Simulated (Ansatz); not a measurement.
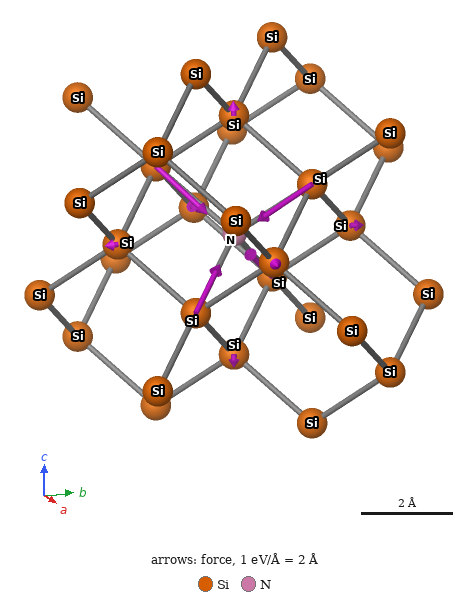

Starting geometry of a defect cell of composition Si₁₆N with the computed forces as purple arrows. The picture is a ball-and-stick view of the atoms within 5.8 Å of the atom that moves most (axes of the conventional cell (4 times the calculation's cell) (origin shifted)), seen slightly off an axis. Lengths and directions refer to the drawn axes.

It is an interstitial N in diamond Si. The run prepares the start of a later molecular dynamics calculation, from a guessed geometry.

The calculation used DFT PBE-D3(BJ), scalar-relativistic, plane waves, PAW in Ansatz 0.2.0.

Input
```yaml
accuracy: low
crystal:
  lattice:
    - [0.0, 5.43, 5.43]
    - [5.43, 0.0, 5.43]
    - [5.43, 5.43, 0.0]
  atoms:
    - { symbol: Si, position: [0.0, 0.0, 0.0] }
    - { symbol: Si, position: [0.125, 0.125, 0.125] }
    - { symbol: Si, position: [0.0, 0.0, 0.5] }
    - { symbol: Si, position: [0.125, 0.125, 0.625] }
    - { symbol: Si, position: [0.0, 0.5, 0.0] }
    - { symbol: Si, position: [0.125, 0.625, 0.125] }
    - { symbol: Si, position: [0.0, 0.5, 0.5] }
    - { symbol: Si, position: [0.125, 0.625, 0.625] }
    - { symbol: Si, position: [0.5, 0.0, 0.0] }
    - { symbol: Si, position: [0.625, 0.125, 0.125] }
    - { symbol: Si, position: [0.5, 0.0, 0.5] }
    - { symbol: Si, position: [0.625, 0.125, 0.625] }
    - { symbol: Si, position: [0.5, 0.5, 0.0] }
    - { symbol: Si, position: [0.625, 0.625, 0.125] }
    - { symbol: Si, position: [0.5, 0.5, 0.5] }
    - { symbol: Si, position: [0.625, 0.625, 0.625] }
    - { symbol: "N", position: [0.2511107, 0.2462007, 0.7544706], spin: 1.0 }
magnetization:
  spin_polarized: true
basis:
  ecutwfc: 420.0
kpoints:
  mp_grid: { grid: [2, 2, 2] }
hamiltonian:
  xc: pbe
  dispersion: d3bj
scf:
  occupations: { method: fermi_dirac, width: 0.05 }
  lower_state_search: "off"
relax:
  f_tol: 0.08
  max_steps: 25
  adjacent_minimum: "off"
```

Run as
```bash
ansatz run input.yaml --threads 1 --pin off --max-ram 3072MiB --backend cpu --events-out ev --progress --plain --runs-dir out
```

Is this structure relaxed? If not, where do the atoms go?

Answer. It isn't relaxed: the largest force vector, on Si2, is 0.84 eV/Å. The final displacements follow the starting forces only in part (cosine between the two patterns 0.44). The largest move is that of N17, 0.88 Å along [−1 1 1]. By element the largest moves are N 0.88 Å, Si 0.37 Å. The lattice vectors keep their values. Near-neighbour distances that change, for instance: Si8–N17 2.375 → 3.411 Å, Si4–N17 2.363 → 1.861 Å, Si12–N17 2.345 → 1.860 Å, Si2–N17 2.323 → 1.862 Å. Bond angles that change, for instance: Si4–Si11–Si12 109.5° → 85.8°, Si1–Si4–Si11 109.5° → 127.3°, Si3–Si4–Si7 109.5° → 96.1°. The energy falls by 1.613 eV per cell of the calculation in 9 geometry steps. The largest force component goes from 0.5 to 0.061 eV/Å. The program noted that the starting moments weren't kept. The run may lie on a higher electronic state than the lowest, so the end point isn't shown to be the ground-state structure. Cost: 4.1 min on 1 thread of Arm Neoverse V1, on a shared host, peak memory 0.7 GiB.

Limits of the set-up: the k-point mesh is coarse for a cell with partly filled bands; the program's low-accuracy preset was used; the periodic images lie only 7.7 Å apart, so the values are limited by the cell's size.
